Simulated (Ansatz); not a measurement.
# Si128: single-point calculation (part 2 of 2)

The same run, continued: Si128 (Fd-3m, 128 atoms in the cell); DFT, HSE06, PAW, plane waves (Ansatz 0.2.0); cutoff 420 eV, 1×1×1 k-mesh, Fermi–Dirac smearing of 0.01 eV. The structure was built on a prototype by a generator.

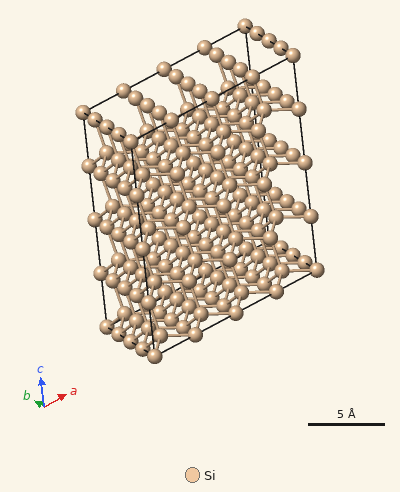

**Figure 1.** The input geometry (ball-and-stick view of the cell of the calculation, seen slightly off an axis).

## Output, continued
```
--- Per-component energies (eV) ---
  E_band       = 178.933275
  E_kinetic    = 5216.649452
  E_local      = -3474.070543  (includes V_loc(G=0)·N_el)
  E_nonlocal   = 3237.146439
  E_hartree    = 975.703446
  E_xc         = -5762.601258
  E_vxc        = -4893.375649  (∫ρ·V_xc dr)
  E_exx        = -718.510735  (= α·E_x^exact, valence–valence)
  E_paw        = -66281.011706  (= ΣΔE_a)
  E_vpaw       = -421.810495  (= ΣTr[D̂ρ^β])
  E_aug_tail   = 0.000758  (compensation charges beyond the density's cutoff)
  E_ewald      = -14620.410688
  E_core_change = -7.566891  (= ΣΔE_core)
  E_smearing   = -0.000000  (= −TS)
  E_closure    = -0.000000  (closes the sum)
  Σ components = -81434.671724   (vs F -81434.671724, Δ=1.46e-11)
--- Forces (eV/Å), atoms counted from 1 ---
  atom   1  Si     0.00000000    -0.00000000     0.00000000
  atom   2  Si    -0.00000000    -0.00000000    -0.00000000
  atom   3  Si    -0.00000000    -0.00000000     0.00000000
  atom   4  Si     0.00000000     0.00000000    -0.00000000
  atom   5  Si     0.00000000    -0.00000000    -0.00000000
  atom   6  Si    -0.00000000     0.00000000    -0.00000000
  atom   7  Si    -0.00000000    -0.00000000    -0.00000000
  atom   8  Si    -0.00000000     0.00000000    -0.00000000
  atom   9  Si     0.00000000    -0.00000000    -0.00000000
  atom  10  Si     0.00000000     0.00000000    -0.00000000
  atom  11  Si     0.00000000    -0.00000000     0.00000000
  atom  12  Si    -0.00000000     0.00000000    -0.00000000
  atom  13  Si    -0.00000000     0.00000000    -0.00000000
  atom  14  Si    -0.00000000     0.00000000    -0.00000000
  atom  15  Si     0.00000000     0.00000000    -0.00000000
  atom  16  Si     0.00000000     0.00000000    -0.00000000
  atom  17  Si    -0.00000000    -0.00000000     0.00000000
  atom  18  Si    -0.00000000     0.00000000     0.00000000
  atom  19  Si    -0.00000000    -0.00000000     0.00000000
  atom  20  Si    -0.00000000     0.00000000     0.00000000
  atom  21  Si    -0.00000000     0.00000000     0.00000000
  atom  22  Si    -0.00000000     0.00000000     0.00000000
  atom  23  Si    -0.00000000     0.00000000     0.00000000
  atom  24  Si    -0.00000000     0.00000000     0.00000000
  atom  25  Si    -0.00000000     0.00000000     0.00000000
  atom  26  Si    -0.00000000     0.00000000     0.00000000
  atom  27  Si    -0.00000000     0.00000000     0.00000000
  atom  28  Si    -0.00000000     0.00000000     0.00000000
  atom  29  Si    -0.00000000    -0.00000000     0.00000000
  atom  30  Si    -0.00000000     0.00000000     0.00000000
  atom  31  Si    -0.00000000     0.00000000     0.00000000
  atom  32  Si    -0.00000000    -0.00000000     0.00000000
  atom  33  Si     0.00000000    -0.00000000    -0.00000000
  atom  34  Si     0.00000000    -0.00000000     0.00000000
  atom  35  Si    -0.00000000    -0.00000000     0.00000000
  atom  36  Si    -0.00000000     0.00000000    -0.00000000
  atom  37  Si     0.00000000    -0.00000000     0.00000000
  atom  38  Si     0.00000000    -0.00000000    -0.00000000
  atom  39  Si     0.00000000    -0.00000000    -0.00000000
  atom  40  Si    -0.00000000    -0.00000000    -0.00000000
  atom  41  Si    -0.00000000    -0.00000000    -0.00000000
  atom  42  Si    -0.00000000     0.00000000    -0.00000000
  atom  43  Si    -0.00000000    -0.00000000    -0.00000000
  atom  44  Si    -0.00000000     0.00000000    -0.00000000
  atom  45  Si     0.00000000    -0.00000000    -0.00000000
  atom  46  Si     0.00000000     0.00000000    -0.00000000
  atom  47  Si    -0.00000000    -0.00000000    -0.00000000
  atom  48  Si     0.00000000    -0.00000000    -0.00000000
  atom  49  Si    -0.00000000    -0.00000000     0.00000000
  atom  50  Si    -0.00000000     0.00000000     0.00000000
  atom  51  Si    -0.00000000     0.00000000     0.00000000
  atom  52  Si    -0.00000000     0.00000000     0.00000000
  atom  53  Si    -0.00000000    -0.00000000     0.00000000
  atom  54  Si    -0.00000000     0.00000000     0.00000000
  atom  55  Si    -0.00000000    -0.00000000     0.00000000
  atom  56  Si    -0.00000000     0.00000000     0.00000000
  atom  57  Si    -0.00000000     0.00000000     0.00000000
  atom  58  Si    -0.00000000    -0.00000000     0.00000000
  atom  59  Si    -0.00000000     0.00000000     0.00000000
  atom  60  Si    -0.00000000     0.00000000     0.00000000
  atom  61  Si    -0.00000000    -0.00000000     0.00000000
  atom  62  Si    -0.00000000     0.00000000     0.00000000
  atom  63  Si    -0.00000000     0.00000000     0.00000000
  atom  64  Si    -0.00000000    -0.00000000     0.00000000
  atom  65  Si     0.00000000    -0.00000000    -0.00000000
  atom  66  Si     0.00000000    -0.00000000    -0.00000000
  atom  67  Si    -0.00000000    -0.00000000    -0.00000000
  atom  68  Si    -0.00000000    -0.00000000    -0.00000000
  atom  69  Si     0.00000000     0.00000000     0.00000000
  atom  70  Si     0.00000000    -0.00000000    -0.00000000
  atom  71  Si     0.00000000     0.00000000    -0.00000000
  atom  72  Si    -0.00000000     0.00000000    -0.00000000
  atom  73  Si     0.00000000    -0.00000000    -0.00000000
  atom  74  Si    -0.00000000     0.00000000    -0.00000000
  atom  75  Si    -0.00000000     0.00000000    -0.00000000
  atom  76  Si    -0.00000000     0.00000000    -0.00000000
  atom  77  Si    -0.00000000     0.00000000    -0.00000000
  atom  78  Si     0.00000000    -0.00000000    -0.00000000
  atom  79  Si     0.00000000    -0.00000000    -0.00000000
  atom  80  Si    -0.00000000     0.00000000    -0.00000000
  atom  81  Si     0.00000000    -0.00000000     0.00000000
  atom  82  Si    -0.00000000    -0.00000000     0.00000000
  atom  83  Si    -0.00000000     0.00000000     0.00000000
  atom  84  Si    -0.00000000    -0.00000000     0.00000000
  atom  85  Si    -0.00000000     0.00000000     0.00000000
  atom  86  Si    -0.00000000     0.00000000     0.00000000
  atom  87  Si    -0.00000000     0.00000000     0.00000000
  atom  88  Si    -0.00000000     0.00000000     0.00000000
  atom  89  Si     0.00000000    -0.00000000     0.00000000
  atom  90  Si    -0.00000000    -0.00000000     0.00000000
  atom  91  Si    -0.00000000     0.00000000     0.00000000
  atom  92  Si     0.00000000     0.00000000     0.00000000
  atom  93  Si    -0.00000000     0.00000000     0.00000000
  atom  94  Si    -0.00000000     0.00000000     0.00000000
  atom  95  Si    -0.00000000    -0.00000000     0.00000000
  atom  96  Si    -0.00000000     0.00000000     0.00000000
  atom  97  Si     0.00000000    -0.00000000    -0.00000000
  atom  98  Si    -0.00000000     0.00000000    -0.00000000
  atom  99  Si     0.00000000    -0.00000000     0.00000000
  atom 100  Si    -0.00000000     0.00000000    -0.00000000
  atom 101  Si     0.00000000     0.00000000    -0.00000000
  atom 102  Si     0.00000000     0.00000000    -0.00000000
  atom 103  Si    -0.00000000     0.00000000    -0.00000000
  atom 104  Si    -0.00000000    -0.00000000    -0.00000000
  atom 105  Si    -0.00000000     0.00000000    -0.00000000
  atom 106  Si     0.00000000    -0.00000000    -0.00000000
  atom 107  Si    -0.00000000     0.00000000    -0.00000000
  atom 108  Si    -0.00000000     0.00000000    -0.00000000
  atom 109  Si     0.00000000     0.00000000    -0.00000000
  atom 110  Si    -0.00000000    -0.00000000    -0.00000000
  atom 111  Si     0.00000000     0.00000000    -0.00000000
  atom 112  Si     0.00000000    -0.00000000    -0.00000000
  atom 113  Si    -0.00000000     0.00000000     0.00000000
  atom 114  Si     0.00000000     0.00000000     0.00000000
  atom 115  Si    -0.00000000    -0.00000000     0.00000000
  atom 116  Si     0.00000000     0.00000000     0.00000000
  atom 117  Si    -0.00000000    -0.00000000     0.00000000
  atom 118  Si    -0.00000000     0.00000000     0.00000000
  atom 119  Si    -0.00000000    -0.00000000     0.00000000
  atom 120  Si    -0.00000000     0.00000000     0.00000000
  atom 121  Si    -0.00000000     0.00000000     0.00000000
  atom 122  Si    -0.00000000     0.00000000     0.00000000
  atom 123  Si     0.00000000     0.00000000     0.00000000
  atom 124  Si    -0.00000000     0.00000000     0.00000000
  atom 125  Si    -0.00000000     0.00000000     0.00000000
  atom 126  Si    -0.00000000     0.00000000     0.00000000
  atom 127  Si    -0.00000000     0.00000000     0.00000000
  atom 128  Si    -0.00000000     0.00000000     0.00000000
  max |Σ_I F_I| component: 2.31e-22 eV/Å
--- Band table (eV) ---
  k-point 0: bands = ["-7.3627", "-6.4768", "-6.4768", "-6.4768", "-6.4768", "-6.4768", "-6.4768", "-6.4768", "-6.4768", "-6.1634", ... 174 levels left out ..., "3.4841", "3.4841", "3.4841", "3.4841", "3.4841", "3.4841", "3.4841", "3.4841", "3.4841", "3.4841", "3.4841", "3.4841", "3.4841", "3.4841", "3.4841", "3.4841", "3.4841", "3.4841", "3.4841", "3.4841", "3.4841", "3.8447", "3.8447", "3.8447", "3.8447", "3.8447", "3.8447", "3.8447", "3.8447",
      "3.8447", "3.8447", "3.8447", "3.8447", "4.4546", "4.4546", "4.4546", "4.4546", "4.4546", "4.4546", "4.4546", "4.4546", "4.4546", "4.4546", "4.4546", "4.4546", "4.5793", "4.5793", "4.5793", "4.5793", "4.5793", "4.5793", "4.5793", "4.5793", "5.0774", "5.0774", "5.0774", "5.0774", "5.0774", "5.0774", "5.0774", "5.0774", "5.0774", "5.0774", "5.0774", "5.0774", "5.0774", "5.0774", "5.0774", "5.0774",
      "5.8876", "5.8876", "5.8876", "7.2026", "7.2026", "7.2026", "7.2026", "7.2026", "7.2026", "7.6590", "7.6590", "7.6590", "7.6590", "7.6590", "7.6590", "8.0732", "8.0732", "8.0732", "8.0732", "8.0732", "8.0732", "8.0732", "8.0732", "8.0732", "8.0732", "8.0732", "8.0732", "8.0732", "8.0732", "8.0732", "8.0732", "8.0732", "8.0732", "8.0732", "8.0732", "8.0732", "8.0732", "8.0732", "8.0732", "8.1654",
      "8.1654", "8.1654", "8.1654", "8.6849", "8.6849", "8.6849", "8.6849", "8.6849", "8.6849", "8.6849", "8.6849", "9.0941", "9.0941", "9.0941", "9.0941", "9.0941", "9.0941", "9.0941", "9.0941", "9.0941", "9.0941", "9.0941", "9.0941", "9.2260", "9.2260", "9.2260", "9.7910", "9.7910", "9.7910", "9.7910", "9.7910", "9.7910", "10.0324", "10.0324", "10.0324", "10.0324", "10.0324", "10.0324", "10.0324", "10.0324",
      "10.2255", "10.2255", "10.2255", "10.2255", "10.2255", "10.2255", "10.2255", "10.2255", "10.2255", "10.2255", "10.2255", "10.2255", "10.2255", "10.2255", "10.2255", "10.2255", "10.2471", "10.9392", "10.9392", "10.9392", "10.9392", "10.9392", "10.9392", "10.9392", "10.9392", "10.9392", "10.9392", "10.9392", "10.9392", "11.1653", "11.1653", "11.1653", "11.1653", "11.1653", "11.1653", "11.1653", "11.1653", "11.1653", "11.1653", "11.1653",
      "11.1653", "11.1653", "11.1653", "11.1653", "11.1653", "11.1653", "11.1653", "11.1653", "11.1653", "11.1653", "11.1653"]
--- Löwdin populations: 128 sites ---
  site symbol       q [e]
     0     Si      3.9616
     1     Si      3.9616
     2     Si      3.9616
     3     Si      3.9616
     4     Si      3.9616
     5     Si      3.9616
     6     Si      3.9616
     7     Si      3.9616
     8     Si      3.9616
     9     Si      3.9616
    10     Si      3.9616
    11     Si      3.9616
    12     Si      3.9616
    13     Si      3.9616
    14     Si      3.9616
    15     Si      3.9616
    16     Si      3.9616
    17     Si      3.9616
    18     Si      3.9616
    19     Si      3.9616
    20     Si      3.9616
    21     Si      3.9616
    22     Si      3.9616
    23     Si      3.9616
    24     Si      3.9616
    25     Si      3.9616
    26     Si      3.9616
    27     Si      3.9616
    28     Si      3.9616
    29     Si      3.9616
    30     Si      3.9616
    31     Si      3.9616
    32     Si      3.9616
    33     Si      3.9616
    34     Si      3.9616
    35     Si      3.9616
    36     Si      3.9616
    37     Si      3.9616
    38     Si      3.9616
    39     Si      3.9616
    40     Si      3.9616
    41     Si      3.9616
    42     Si      3.9616
    43     Si      3.9616
    44     Si      3.9616
    45     Si      3.9616
    46     Si      3.9616
    47     Si      3.9616
    48     Si      3.9616
    49     Si      3.9616
    50     Si      3.9616
    51     Si      3.9616
    52     Si      3.9616
    53     Si      3.9616
    54     Si      3.9616
    55     Si      3.9616
    56     Si      3.9616
    57     Si      3.9616
    58     Si      3.9616
    59     Si      3.9616
    60     Si      3.9616
    61     Si      3.9616
    62     Si      3.9616
    63     Si      3.9616
    64     Si      3.9616
    65     Si      3.9616
    66     Si      3.9616
    67     Si      3.9616
    68     Si      3.9616
    69     Si      3.9616
    70     Si      3.9616
    71     Si      3.9616
    72     Si      3.9616
    73     Si      3.9616
    74     Si      3.9616
    75     Si      3.9616
    76     Si      3.9616
    77     Si      3.9616
    78     Si      3.9616
    79     Si      3.9616
    80     Si      3.9616
    81     Si      3.9616
    82     Si      3.9616
    83     Si      3.9616
    84     Si      3.9616
    85     Si      3.9616
    86     Si      3.9616
    87     Si      3.9616
    88     Si      3.9616
    89     Si      3.9616
    90     Si      3.9616
    91     Si      3.9616
    92     Si      3.9616
    93     Si      3.9616
    94     Si      3.9616
    95     Si      3.9616
    96     Si      3.9616
    97     Si      3.9616
    98     Si      3.9616
    99     Si      3.9616
   100     Si      3.9616
   101     Si      3.9616
   102     Si      3.9616
   103     Si      3.9616
   104     Si      3.9616
   105     Si      3.9616
   106     Si      3.9616
   107     Si      3.9616
   108     Si      3.9616
   109     Si      3.9616
   110     Si      3.9616
   111     Si      3.9616
   112     Si      3.9616
   113     Si      3.9616
   114     Si      3.9616
   115     Si      3.9616
   116     Si      3.9616
   117     Si      3.9616
   118     Si      3.9616
   119     Si      3.9616
   120     Si      3.9616
   121     Si      3.9616
   122     Si      3.9616
   123     Si      3.9616
   124     Si      3.9616
   125     Si      3.9616
   126     Si      3.9616
   127     Si      3.9616
  spilling = 0.009607 (of n_electrons = 512.000000)
```
